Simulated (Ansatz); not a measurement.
Run report: Al, single-point calculation

System: Al (64 atoms in the cell).
Method: DFT PBE, scalar-relativistic, plane waves, PAW, no spin polarisation (Ansatz 0.2.0).

The structure derives from a Materials Project entry.

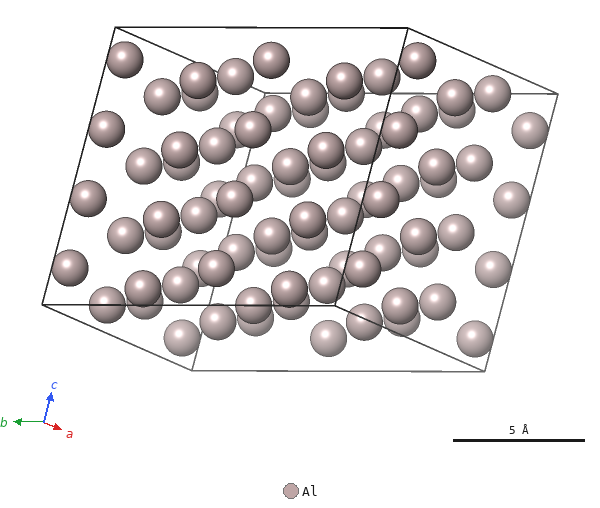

Fig. 1: The input geometry (spheres-only view of the cell of the calculation, seen at an oblique angle). An atom can appear more than once, as a periodic image.

Summary

- outcome: converged
- space group (tolerance 0.01 Å): P6₃/mmc (194)
- electrons treated: 192
- free energy: −34397.0584 eV
- Fermi energy: 7.740 eV
- gap on the k-point mesh: none (metallic)
- largest force (length of the vector): 0.008 eV/Å
- hardware: 4 threads of Arm Neoverse V2, 24 GiB of memory available, shared host
- wall time: 8.8 s (CPU time 34 s)
- peak memory: 3.9 GiB

The input
```yaml
crystal:
  lattice:
    - [-2.812455, -4.871316, 9.7337]
    - [-2.812455, -4.871316, -9.7337]
    - [11.249821, 0.0, 0.0]
  atoms:
    - { symbol: Al, position: [0.104167, 0.229167, 0.333334] }
    - { symbol: Al, position: [0.104167, 0.729167, 0.833334] }
    - { symbol: Al, position: [0.354167, 0.479167, 0.833334] }
    - { symbol: Al, position: [0.604167, 0.229167, 0.833334] }
    - { symbol: Al, position: [0.854167, 0.479167, 0.583334] }
    - { symbol: Al, position: [0.104167, 0.229167, 0.583334] }
    - { symbol: Al, position: [0.604167, 0.229167, 0.333334] }
    - { symbol: Al, position: [0.354167, 0.979167, 0.333334] }
    - { symbol: Al, position: [0.604167, 0.729167, 0.333334] }
    - { symbol: Al, position: [0.854167, 0.479167, 0.333334] }
    - { symbol: Al, position: [0.854167, 0.979167, 0.083334] }
    - { symbol: Al, position: [0.104167, 0.729167, 0.083334] }
    - { symbol: Al, position: [0.354167, 0.479167, 0.083334] }
    - { symbol: Al, position: [0.604167, 0.229167, 0.083334] }
    - { symbol: Al, position: [0.604167, 0.729167, 0.833334] }
    - { symbol: Al, position: [0.854167, 0.479167, 0.833334] }
    - { symbol: Al, position: [0.104167, 0.229167, 0.833334] }
    - { symbol: Al, position: [0.354167, 0.479167, 0.583334] }
    - { symbol: Al, position: [0.604167, 0.229167, 0.583334] }
    - { symbol: Al, position: [0.854167, 0.979167, 0.833334] }
    - { symbol: Al, position: [0.354167, 0.979167, 0.583334] }
    - { symbol: Al, position: [0.604167, 0.729167, 0.583334] }
    - { symbol: Al, position: [0.854167, 0.979167, 0.333334] }
    - { symbol: Al, position: [0.104167, 0.729167, 0.333334] }
    - { symbol: Al, position: [0.354167, 0.479167, 0.333334] }
    - { symbol: Al, position: [0.354167, 0.979167, 0.083334] }
    - { symbol: Al, position: [0.604167, 0.729167, 0.083334] }
    - { symbol: Al, position: [0.854167, 0.479167, 0.083334] }
    - { symbol: Al, position: [0.104167, 0.229167, 0.083334] }
    - { symbol: Al, position: [0.354167, 0.979167, 0.833334] }
    - { symbol: Al, position: [0.854167, 0.979167, 0.583334] }
    - { symbol: Al, position: [0.104167, 0.729167, 0.583334] }
    - { symbol: Al, position: [0.145833, 0.020833, 0.166666] }
    - { symbol: Al, position: [0.145833, 0.520833, 0.666666] }
    - { symbol: Al, position: [0.395833, 0.270833, 0.666666] }
    - { symbol: Al, position: [0.645833, 0.020833, 0.666666] }
    - { symbol: Al, position: [0.895833, 0.270833, 0.416666] }
    - { symbol: Al, position: [0.145833, 0.020833, 0.416666] }
    - { symbol: Al, position: [0.645833, 0.020833, 0.166666] }
    - { symbol: Al, position: [0.395833, 0.770833, 0.166666] }
    - { symbol: Al, position: [0.645833, 0.520833, 0.166666] }
    - { symbol: Al, position: [0.895833, 0.270833, 0.166666] }
    - { symbol: Al, position: [0.895833, 0.770833, 0.916666] }
    - { symbol: Al, position: [0.145833, 0.520833, 0.916666] }
    - { symbol: Al, position: [0.395833, 0.270833, 0.916666] }
    - { symbol: Al, position: [0.645833, 0.020833, 0.916666] }
    - { symbol: Al, position: [0.645833, 0.520833, 0.666666] }
    - { symbol: Al, position: [0.895833, 0.270833, 0.666666] }
    - { symbol: Al, position: [0.145833, 0.020833, 0.666666] }
    - { symbol: Al, position: [0.395833, 0.270833, 0.416666] }
    - { symbol: Al, position: [0.645833, 0.020833, 0.416666] }
    - { symbol: Al, position: [0.895833, 0.770833, 0.666666] }
    - { symbol: Al, position: [0.395833, 0.770833, 0.416666] }
    - { symbol: Al, position: [0.645833, 0.520833, 0.416666] }
    - { symbol: Al, position: [0.895833, 0.770833, 0.166666] }
    - { symbol: Al, position: [0.145833, 0.520833, 0.166666] }
    - { symbol: Al, position: [0.395833, 0.270833, 0.166666] }
    - { symbol: Al, position: [0.395833, 0.770833, 0.916666] }
    - { symbol: Al, position: [0.645833, 0.520833, 0.916666] }
    - { symbol: Al, position: [0.895833, 0.270833, 0.916666] }
    - { symbol: Al, position: [0.145833, 0.020833, 0.916666] }
    - { symbol: Al, position: [0.395833, 0.770833, 0.666666] }
    - { symbol: Al, position: [0.895833, 0.770833, 0.416666] }
    - { symbol: Al, position: [0.145833, 0.520833, 0.416666] }
basis:
  ecutwfc: 420
  fft_grid_basis: typed
kpoints:
  mp_grid: { grid: [2, 2, 2] }
hamiltonian:
  xc: pbe
  pseudopotentials: { kind: paw }
scf:
  occupations: { method: gaussian, width: 0.05 }
output:
  forces: true
  stress: false
  eigenvalues: true
  bader: false
  write_density: true
  volumetric_format: npy
```

Command:
```bash
ansatz run input.yaml --threads 4 --pin off --max-ram 10240MiB --backend cpu --events-out ev --progress --plain --runs-dir out
```

Output
```
Engine: ansatz 0.2.0, aarch64-unknown-linux-gnu
Pseudopotentials: kind: paw
Pseudopotential: Al, paw, valence charge 3, recommended cutoff 420 eV (normal), Al.paw.azcp
Functional definition: PBE
  parameter kappa = 0.804
  parameter beta = 0.06672455060314922
  exchange = pbe_x(kappa = kappa, mu = beta*pi^2/3)
  correlation = pbe_c(beta = beta)
Crystal: 64 atoms, lattice volume = 1066.841 Å³
Basis set: ecut = 420 eV, 20787 PW (Γ), exchange–correlation on 160×160×160 points (8 copies of the dense FFT grid, shifted against one another)
Bands: 160, of which v1, the nominal top of the filled ones, is band 96 counted from 1 (95 counted from 0)
Symmetry: 256 space group operations
Space group: P63/mmc (ITA 194), of the structure as read, at distance tolerance 1.0e-4 Å
k-points: 5 of 8
Non-local potential: Al, projectors of the file, l = 0: 2, l = 1: 2, l = 2: 1
PAW form: soft (Blöchl's): semilocal exchange-correlation on the pseudo side does not see the compensation charge
PAW one-centre angular grid: Al, 110 points (default); XC on 64 Gauss nodes
Initial density: superposition of atomic densities (neutral atoms: chi_scale 0, normalization atom), corrected by the library's trained network
Initial wavefunctions: pseudopotential atomic-orbital guess
Functional: x = pbe(κ = 0.804, μ = 0.2195149727645171), c = pbe(β = 0.06672455060314922)
SCF iter   1: F=—  HF=-34397.057975 eV  |F-HF|=—  |Δ(HF+E_count)|=         —  Δρ=1.73e-3  dr2=3.35e-2  ethr=1.77e-3  ⟨swp⟩=6.0  Hψ=3589  notcnv=0  defer=41
preconditioner: auto → Resta (q_TF=auto, 2.050 Å⁻¹)  ε∞=6.6  [insulator: Δε(μ)=0.158 eV  Ē_g=6.629 eV  σ=0.050 eV  W_gap=0.74  n_scr=166 (ndim 8)  ℏωp=15.8 eV  f_vac=0.000  D(μ)=49.29/eV (n_scr^D=448)  ε∞_Penn≈6.6]
SCF iter   2: F=—  HF=-34397.059595 eV  |F-HF|=—  |Δ(HF+E_count)|=   1.62e-3  Δρ=1.03e-3  dr2=1.19e-2  ethr=1.75e-5  ⟨swp⟩=2.0  Hψ=1043  notcnv=0  defer=78
SCF iter   3: F=—  HF=-34397.057769 eV  |F-HF|=—  |Δ(HF+E_count)|=   1.83e-3  Δρ=3.26e-5  dr2=9.13e-6  ethr=6.21e-6  ⟨swp⟩=2.4  Hψ=1024  notcnv=0
automatic band count: iteration 3 solves 117 bands in place of 160: the levels show a gap, and the empty bands left out lie too high to hold charge; the band table lists the bands solved (type scf.n_extra_bands for more)
SCF iter   4: F=—  HF=-34397.058392 eV  |F-HF|=—  |Δ(HF+E_count)|=   6.23e-4  Δρ=7.84e-6  dr2=6.49e-7  ethr=4.76e-9  ⟨swp⟩=3.6  Hψ=1194  notcnv=0
iter 5 did not close the SCF: its close was put off for the readings that it lacked (scf_convergence_deferred on its scf_iter line)
SCF iter   5: F=-34397.058392 eV  HF=-34397.058392 eV  |F-HF|=1.90e-8  |Δ(HF+E_count)|=   1.87e-7  Δρ=1.72e-6  dr2=3.13e-8  ethr=3.38e-10  ⟨swp⟩=1.6  Hψ=759  notcnv=0
SCF iter   6: F=-34397.058392 eV  HF=-34397.058392 eV  |F-HF|=8.73e-11  |Δ(HF+E_count)|=   1.65e-8  Δρ=1.44e-7  dr2=2.17e-10  ethr=1.63e-11  ⟨swp⟩=5.4  Hψ=2086  notcnv=0
SCF 1 converged in 6 iterations: F = -34397.058392 eV  dr2 = 2.17e-10
  greatest PAW one-centre occupation: 0.446 electrons in one spin orbital (limit 2), on the Al atom at site 63 (counted from 0), in its partial waves of l = 0
SCF converged after 6 iterations
Free energy (F): -34397.058392 eV
Harris-Foulkes:  -34397.058392 eV  (|F-HF|=8.73e-11)
Internal energy: -34396.998182 eV  (E = F + TS)
E sigma→0 (E₀):  -34397.028287 eV
Entropy (-TS):   -0.060210 eV (-0.941 meV/atom)
Fermi energy:    7.739880 eV
--- Per-component energies (eV) ---
  E_band       = 662.456954
  E_kinetic    = 1449.152968
  E_local      = 622.046310  (includes V_loc(G=0)·N_el)
  E_nonlocal   = 657.860915
  E_hartree    = 6.880297
  E_xc         = -2538.421661
  E_vxc        = -1847.493746  (∫ρ·V_xc dr)
  E_paw        = -29907.976326  (= ΣΔE_a)
  E_vpaw       = -232.870010  (= ΣTr[D̂ρ^β])
  E_aug_tail   = -0.000134  (compensation charges beyond the density's cutoff)
  E_ewald      = -4686.540551
  E_smearing   = -0.060210  (= −TS)
  E_closure    = -0.000000  (closes the sum)
  Σ components = -34397.058392   (vs F -34397.058392, Δ=0.00e0)
--- Forces (eV/Å), atoms counted from 1 ---
  atom   1  Al     0.00696411    -0.00402073     0.00000000
  atom   2  Al     0.00696411    -0.00402073     0.00000000
  atom   3  Al     0.00696411    -0.00402073     0.00000000
  atom   4  Al     0.00696411    -0.00402073    -0.00000000
  atom   5  Al     0.00696411    -0.00402073    -0.00000000
  atom   6  Al     0.00696411    -0.00402073     0.00000000
  atom   7  Al     0.00696411    -0.00402073    -0.00000000
  atom   8  Al     0.00696411    -0.00402073     0.00000000
  atom   9  Al     0.00696411    -0.00402073    -0.00000000
  atom  10  Al     0.00696411    -0.00402073    -0.00000000
  atom  11  Al     0.00696411    -0.00402073    -0.00000000
  atom  12  Al     0.00696411    -0.00402073     0.00000000
  atom  13  Al     0.00696411    -0.00402073     0.00000000
  atom  14  Al     0.00696411    -0.00402073    -0.00000000
  atom  15  Al     0.00696411    -0.00402073    -0.00000000
  atom  16  Al     0.00696411    -0.00402073    -0.00000000
  atom  17  Al     0.00696411    -0.00402073     0.00000000
  atom  18  Al     0.00696411    -0.00402073     0.00000000
  atom  19  Al     0.00696411    -0.00402073    -0.00000000
  atom  20  Al     0.00696411    -0.00402073    -0.00000000
  atom  21  Al     0.00696411    -0.00402073     0.00000000
  atom  22  Al     0.00696411    -0.00402073    -0.00000000
  atom  23  Al     0.00696411    -0.00402073    -0.00000000
  atom  24  Al     0.00696411    -0.00402073     0.00000000
  atom  25  Al     0.00696411    -0.00402073     0.00000000
  atom  26  Al     0.00696411    -0.00402073     0.00000000
  atom  27  Al     0.00696411    -0.00402073    -0.00000000
  atom  28  Al     0.00696411    -0.00402073    -0.00000000
  atom  29  Al     0.00696411    -0.00402073     0.00000000
  atom  30  Al     0.00696411    -0.00402073     0.00000000
  atom  31  Al     0.00696411    -0.00402073    -0.00000000
  atom  32  Al     0.00696411    -0.00402073     0.00000000
  atom  33  Al    -0.00696411     0.00402073     0.00000000
  atom  34  Al    -0.00696411     0.00402073     0.00000000
  atom  35  Al    -0.00696411     0.00402073     0.00000000
  atom  36  Al    -0.00696411     0.00402073    -0.00000000
  atom  37  Al    -0.00696411     0.00402073    -0.00000000
  atom  38  Al    -0.00696411     0.00402073     0.00000000
  atom  39  Al    -0.00696411     0.00402073    -0.00000000
  atom  40  Al    -0.00696411     0.00402073     0.00000000
  atom  41  Al    -0.00696411     0.00402073    -0.00000000
  atom  42  Al    -0.00696411     0.00402073    -0.00000000
  atom  43  Al    -0.00696411     0.00402073    -0.00000000
  atom  44  Al    -0.00696411     0.00402073     0.00000000
  atom  45  Al    -0.00696411     0.00402073     0.00000000
  atom  46  Al    -0.00696411     0.00402073    -0.00000000
  atom  47  Al    -0.00696411     0.00402073    -0.00000000
  atom  48  Al    -0.00696411     0.00402073    -0.00000000
  atom  49  Al    -0.00696411     0.00402073     0.00000000
  atom  50  Al    -0.00696411     0.00402073     0.00000000
  atom  51  Al    -0.00696411     0.00402073    -0.00000000
  atom  52  Al    -0.00696411     0.00402073    -0.00000000
  atom  53  Al    -0.00696411     0.00402073     0.00000000
  atom  54  Al    -0.00696411     0.00402073    -0.00000000
  atom  55  Al    -0.00696411     0.00402073    -0.00000000
  atom  56  Al    -0.00696411     0.00402073     0.00000000
  atom  57  Al    -0.00696411     0.00402073     0.00000000
  atom  58  Al    -0.00696411     0.00402073     0.00000000
  atom  59  Al    -0.00696411     0.00402073    -0.00000000
  atom  60  Al    -0.00696411     0.00402073    -0.00000000
  atom  61  Al    -0.00696411     0.00402073     0.00000000
  atom  62  Al    -0.00696411     0.00402073     0.00000000
  atom  63  Al    -0.00696411     0.00402073    -0.00000000
  atom  64  Al    -0.00696411     0.00402073     0.00000000
  max |Σ_I F_I| component: 2.80e-16 eV/Å
--- Band table (eV; the first three rows and the last of 5) ---
  k-point 0: bands = ["-3.2246", "-1.6747", "-1.6747", "-1.6729", "-1.6729", "-1.2892", "-1.2892", "-1.2892", "-1.2892", "-1.2892", "-1.2892", "-1.2892", "-1.2892", "-0.1392", "-0.1392", "-0.1392", "-0.1392", "1.3721", "1.3721", "1.7482", "1.7482", "1.7482", "1.7482", "1.7482", "1.7482", "1.7482", "1.7482", "1.7566", "1.7566", "1.7566", "1.7566", "1.7566", "1.7566", "1.7566", "1.7566", "2.7705", "2.8099", "2.8122", "2.8122", "2.8670", "2.8670", "2.8670", "2.8670", "2.9146", "2.9146", "2.9165", "3.0126", "4.0306", "4.0306", "4.0320", "4.0320", "4.0320", "4.0320", "4.2721", "4.2721", "4.4664", "4.4664", "4.6823", "4.6823", "4.6823", "4.6823", "4.6823", "4.6823", "4.6823", "4.6823", "4.7506", "4.7506", "4.7506", "4.7506", "4.7521", "4.7521", "6.5451", "6.5451", "7.3070", "7.3070", "7.3604", "7.3604", "7.6382", "7.6382", "7.6382", "7.6382", "7.6382", "7.6382", "7.6382", "7.6382", "7.6470", "7.6470", "7.6470", "7.6470", "7.6470", "7.6470", "7.6470", "7.6470", "7.7192", "7.7192", "7.7192", "7.7192", "7.7192", "7.7192", "7.7192", "7.7192", "8.1517", "8.1517", "8.4169", "8.4169", "8.4169", "8.4169", "8.4437", "8.4437", "8.4460", "8.4488", "8.4509", "8.4509", "9.1649", "9.1660", "9.1660", "9.2239"]
  k-point 1: bands = ["-2.8354", "-2.8354", "-1.6740", "-1.6740", "-1.6740", "-1.6740", "-1.2877", "-1.2877", "-1.2877", "-1.2877", "-0.1415", "-0.1415", "-0.1415", "-0.1415", "-0.1415", "-0.1415", "-0.1415", "-0.1415", "0.2377", "0.2377", "1.3804", "1.3804", "1.3804", "1.3804", "1.7469", "1.7469", "1.7469", "1.7469", "1.7499", "1.7499", "1.7499", "1.7499", "2.8752", "2.8752", "2.8752", "2.8752", "2.8752", "2.8752", "2.8752", "2.8752", "3.1517", "3.1517", "3.2276", "3.2276", "3.2276", "3.2276", "3.2276", "3.2276", "3.2276", "3.2276", "3.3761", "3.3761", "4.2820", "4.2820", "4.2820", "4.2820", "4.3678", "4.3678", "4.3678", "4.3678", "4.6753", "4.6753", "4.6753", "4.6753", "5.6615", "5.6615", "6.2713", "6.2713", "6.2713", "6.2713", "6.2713", "6.2713", "6.2713", "6.2713", "6.2778", "6.2778", "6.7953", "6.7953", "6.8139", "6.8139", "6.8139", "6.8139", "7.3008", "7.3008", "7.3008", "7.3008", "7.3809", "7.3809", "7.3809", "7.3809", "7.6894", "7.6894", "7.6894", "7.6894", "7.7049", "7.7049", "7.7049", "7.7049", "7.7073", "7.7073", "7.7073", "7.7073", "7.9517", "7.9517", "7.9517", "7.9517", "8.3770", "8.3770", "8.3770", "8.3770", "8.3770", "8.3770", "8.3770", "8.3770", "9.1729", "9.1729", "9.1729"]
  k-point 2: bands = ["-2.7382", "-2.7382", "-1.9638", "-1.9638", "-1.9628", "-1.9628", "-1.1924", "-1.1924", "-0.4281", "-0.4281", "-0.4281", "-0.4281", "-0.4244", "-0.4244", "0.3329", "0.3329", "0.3348", "0.3348", "0.3349", "0.3349", "0.3379", "0.3379", "1.0910", "1.0910", "1.8404", "1.8404", "1.8406", "1.8406", "1.8470", "1.8470", "1.8470", "1.8470", "1.8521", "1.8521", "2.5853", "2.5853", "2.5855", "2.5855", "2.5903", "2.5903", "2.6018", "2.6018", "4.0186", "4.0186", "4.0229", "4.0229", "4.0234", "4.0234", "4.0758", "4.0758", "4.0759", "4.0759", "4.1035", "4.1035", "4.7029", "4.7029", "4.7401", "4.7401", "4.7406", "4.7406", "4.7576", "4.7576", "4.7784", "4.7784", "4.8480", "4.8480", "5.5741", "5.5741", "5.6721", "5.6721", "5.6727", "5.6727", "6.2601", "6.2601", "6.3457", "6.3457", "6.4075", "6.4075", "6.4083", "6.4083", "6.4289", "6.4289", "6.8616", "6.8616", "6.9460", "6.9460", "6.9464", "6.9464", "7.0711", "7.0711", "7.0714", "7.0714", "7.0729", "7.0729", "7.8713", "7.8713", "8.0157", "8.0157", "8.4966", "8.4966", "8.4967", "8.4967", "8.4972", "8.4972", "8.6747", "8.6747", "8.6756", "8.6756", "8.7361", "8.7361", "8.8861", "8.8861", "8.8862", "8.8862", "9.1541", "9.1541", "9.1543"]
  k-point 4: bands = ["-2.4469", "-2.4469", "-2.4469", "-2.4469", "-2.0605", "-2.0605", "-0.5238", "-0.5238", "-0.5238", "-0.5238", "-0.5208", "-0.5208", "-0.5208", "-0.5208", "0.6177", "0.6177", "0.6177", "0.6177", "0.6238", "0.6238", "0.6238", "0.6238", "0.9987", "0.9987", "0.9987", "0.9987", "0.9987", "0.9987", "0.9987", "0.9987", "2.1210", "2.1210", "2.1210", "2.1210", "2.1210", "2.1210", "2.1210", "2.1210", "3.6028", "3.6028", "3.6028", "3.6028", "3.9038", "3.9038", "3.9266", "3.9266", "4.0167", "4.0167", "4.1031", "4.1031", "4.7466", "4.7466", "4.7466", "4.7466", "4.7466", "4.7466", "4.7466", "4.7466", "5.0861", "5.0861", "5.0861", "5.0861", "5.3353", "5.3353", "5.3353", "5.3353", "5.5010", "5.5010", "5.5010", "5.5010", "5.5010", "5.5010", "5.5010", "5.5010", "5.5553", "5.5553", "5.5553", "5.5553", "5.8511", "5.8511", "5.8511", "5.8511", "6.5924", "6.5924", "6.5924", "6.5924", "6.6179", "6.6179", "6.6179", "6.6179", "6.8204", "6.8204", "8.0316", "8.0316", "8.0316", "8.0316", "8.0316", "8.0316", "8.0316", "8.0316", "8.5574", "8.5574", "8.5574", "8.5574", "8.5600", "8.5600", "8.5600", "8.5600", "9.1642", "9.1642", "9.1642", "9.1642", "9.4174", "9.4174", "9.5204", "9.5204", "9.7996"]
```

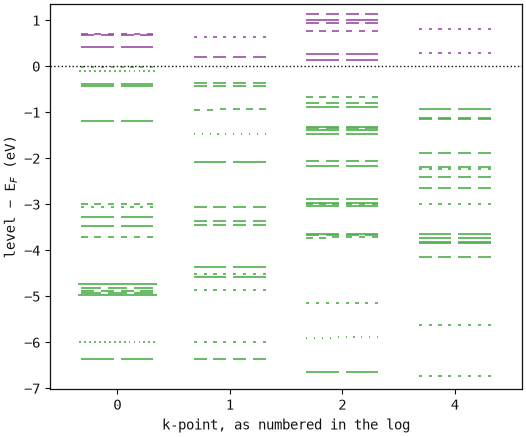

Fig. 2: Kohn–Sham levels near the Fermi level (dotted) at the few k-points that the log prints; levels within 0.02 eV of each other stand side by side. The system is metallic on the full mesh.
